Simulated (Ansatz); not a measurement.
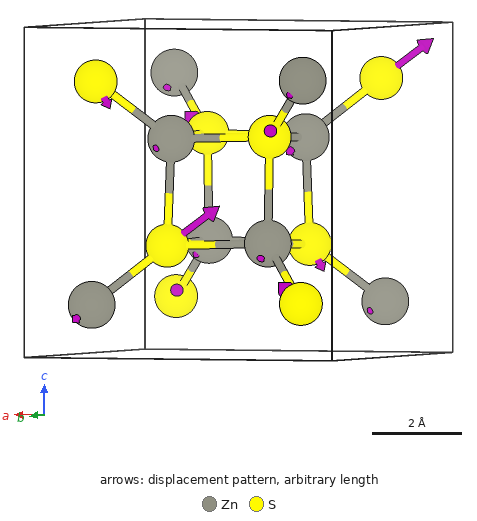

One vibrational mode of solid ZnS (a generated structure) at the zone centre. The purple arrows give the relative displacements of the atoms. A ball-and-stick model of the conventional cell (2 times the calculation's cell), seen from a free direction. Lengths and directions refer to the drawn axes.

Theory: DFT PBE, scalar-relativistic, plane waves, PAW in Ansatz 0.2.0. Set-up: plane-wave cutoff 420 eV; k-point mesh 6 × 6 × 6; occupations fixed; no spin polarisation.

Frequencies are those without the non-analytic (LO–TO) term.

> Give the symmetry, activity and frequency of this mode.

This is the T₂ mode (triply degenerate; one member of the set is drawn) at 42.4 meV, optical level 8 of 9, counted from below, infrared- and Raman-active by symmetry. It stretches the shortest S–Zn bonds (2.27 Å); the kinetic energy is shared as S 91 %, Zn 9 %. Its infrared intensity is 25 (D/Å)²/amu for the set.
